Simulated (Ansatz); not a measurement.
ZnS

The calculation's input:

```
crystal:
  lattice:
    - [0.0, 2.70465, 2.70465]
    - [2.70465, 0.0, 2.70465]
    - [2.70465, 2.70465, 0.0]
  atoms:
    - { symbol: Zn, position: [0.0, 0.0, 0.0] }
    - { symbol: S, position: [0.7684866803, 0.7315133197, 0.7315133197] }
basis:
  ecutwfc: 500
kpoints:
  mp_grid: { grid: [8, 8, 8] }
hamiltonian:
  xc: r2scan
scf:
  occupations: { method: gaussian, width: 0.05 }
output:
  forces: true
  stress: true
  eigenvalues: true
  write_density: true
  write_potential: true
  elf: true
  volumetric_format: npy
```

Command:

```sh
ansatz run input.yaml --threads 1 --pin off --max-ram 2560MiB --backend cpu --events-out ev --progress --plain --runs-dir out
```

Below, planes, directions and counts refer to the conventional cell (a = 3.82 Å, b = 3.82 Å, c = 5.41 Å, α = 90.00°, β = 90.00°, γ = 90.00°).

Space group Imm2; changed on purpose from its base cell (atom 2 (S) moved by (-0.100, +0.000) A along x and y); not relaxed (largest force 0.6 eV/Å).

Method: Ansatz 0.2.0, DFT r2SCAN, scalar-relativistic, plane waves, PAW.

In a PAW calculation such maps are meaningful between the atoms, not at the nuclei.

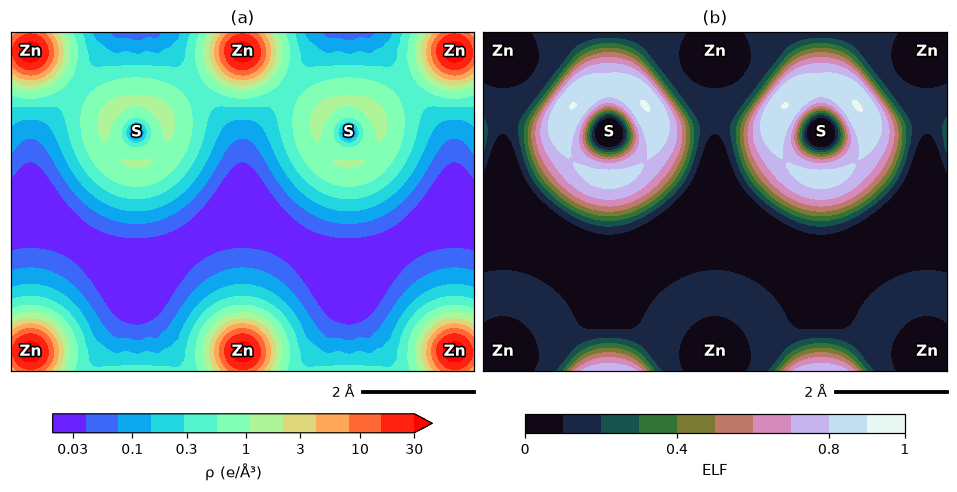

Figure 1. (a) valence charge density (pseudo); (b) electron localisation function on the (010) plane of the conventional cell.

> Interpret the plot.

The section cuts through Zn and S sites.
Zn–S (2.40 Å): the density is about 0.46 e/Å³ at the midpoint; the ELF peaks at about 0.90 in the valence shell of S, 0.8 Å from its nucleus, and is about 0.55 at the midpoint.
Between the atoms the lowest density in this plane is 0.02 e/Å³.

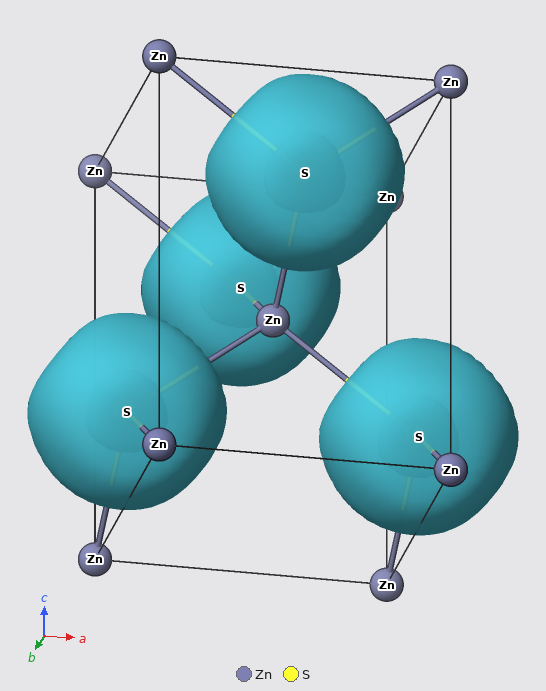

Figure 2. Isosurface of the ELF at 0.65 (cyan), seen at an oblique angle. Only the valence region is drawn (cores and ρ < 0.01 e/Å³ removed). Sticks mark near contacts.

> Describe the localisation domains.

The ELF exceeds this value in two regions wrapped around S (the valence shell of each), counted in one cell of 4 atoms. Regions shared between cells count once. Along the contacts the grid gives the following. Zn–S (2.29 Å): the ELF peaks at about 0.90 in the valence shell of S, 0.8 Å from its nucleus, and is about 0.60 at the midpoint.

> Does the calculation give a band gap?

It is gapped, with a Kohn–Sham gap of 2.6 eV on the k-point mesh, an upper bound to the gap of this method.
